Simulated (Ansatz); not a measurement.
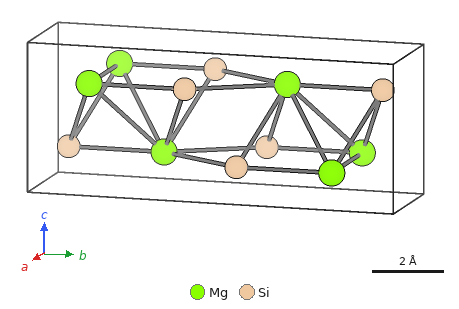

This is a symmetric starting cell of MgSi. Style: ball-and-stick. Shown: the conventional cell (2 times the calculation's cell), slightly off an axis. Lengths and directions refer to the drawn axes.

All numbers below come from DFT PBEsol, scalar-relativistic, plane waves, PAW (Ansatz 0.2.0). Set-up: plane-wave cutoff 420 eV; k-point mesh 14 × 14 × 10; occupations gaussian; smearing width 0.1 eV; no spin polarisation.

Change: The cell is strained by +3.2 % along c, +2.1 % along b, −0.4 % along a (volume +4.9 %) and the Mg atoms are displaced by 0.09 Å relative to the cell: Mg1 0.09 Å along −b. No relaxation follows. The starting cell wasn't computed here and needn't be at equilibrium, so pressure and forces aren't due to the change alone.

Input
```yaml
crystal:
  lattice:
    - [1.4966371781, -5.5382260109, 0.0]
    - [1.4966371781, 5.5382260109, 0.0]
    - [0.0, 0.0, 4.476893607]
  atoms:
    - { symbol: Mg, position: [0.8394298712, 0.1605701288, 0.75] }
    - { symbol: Mg, position: [0.1605701288, 0.8394298712, 0.25] }
    - { symbol: Si, position: [0.4297200082, 0.5702799918, 0.25] }
    - { symbol: Si, position: [0.5702799918, 0.4297200082, 0.75] }
basis:
  ecutwfc: 420
kpoints:
  mp_grid: { grid: [14, 14, 10] }
hamiltonian:
  xc: pbesol
scf:
  occupations: { method: gaussian, width: 0.1 }
output:
  forces: true
  stress: true
  eigenvalues: true
```

Command:
```bash
ansatz run input.yaml --threads 1 --pin off --max-ram 1331MiB --backend cpu --events-out ev --progress --plain --runs-dir out
```

### What does the calculation give for the changed structure?

Among the bonded contacts that change: Mg–Mg 3.179 → 3.343 Å, Mg–Si 2.832 → 2.981 Å, Mg–Si 2.998 → 2.963 Å, Mg–Si 2.845 → 2.872 Å. The space group stays Cmcm (No. 63). The pressure is −3.7 GPa (not all of it need come from the change, since the unchanged cell can be under pressure at this level too). The principal stresses (compression positive) are −2.9 GPa along a, −3.5 GPa along c, −4.8 GPa along b. The largest forces, 0.1 eV/Å, act on Mg1 and Mg2; on Mg1 it points along +b. The forces point straight back along the displacements (cosine −0.99).

Drawn alike, the variant:

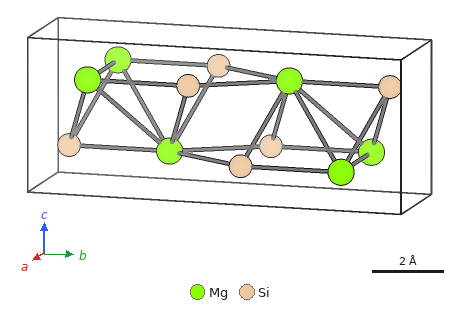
